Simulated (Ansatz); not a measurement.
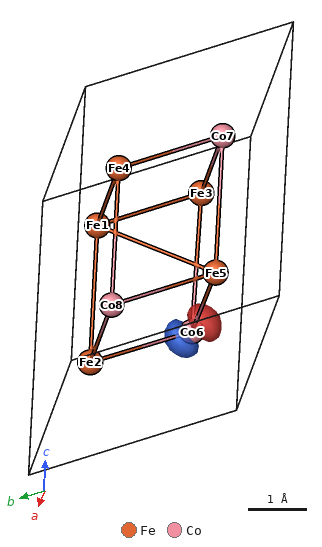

Fe$_{5}$Co$_{3}$: one atom of the 8-atom cell (and its periodic copies) was moved a little. Density after less density before, blue at +2 and red at −2 e/Å³, seen at an oblique angle; cell a = 4.80 Å, b = 4.80 Å, c = 4.80 Å, α = 109.47°, β = 109.47°, γ = 109.47°. The lobes lie largely inside the PAW sphere, where the density is a smoothed one.

Space group Im-3m; the calculation finds a residual pressure of about 20 GPa at this fixed cell; spin-polarised. Net moment 18.1 μB in the 8-atom cell of the calculation; other magnetic orders weren't tried. So large a residual pressure suggests that the database cell is idealised or belongs to other conditions. The cell comes from a database of computed structures, not from a measurement.

Computed with Ansatz 0.2.0, DFT PBE, scalar-relativistic, plane waves, PAW.

Question: Which atom moved, and which way?

Answer: Co6 moved towards the blue lobe, down and to the left in the picture. In the run the shift was 0.05 Å along [1 1 0] in the axes of the cell drawn.

Question: What restoring force does the calculation give for this move?

Answer: The force on it changes by 0.65 eV/Å along the move, against it: a stiffness of about 13 eV/Å² for this sublattice shift.
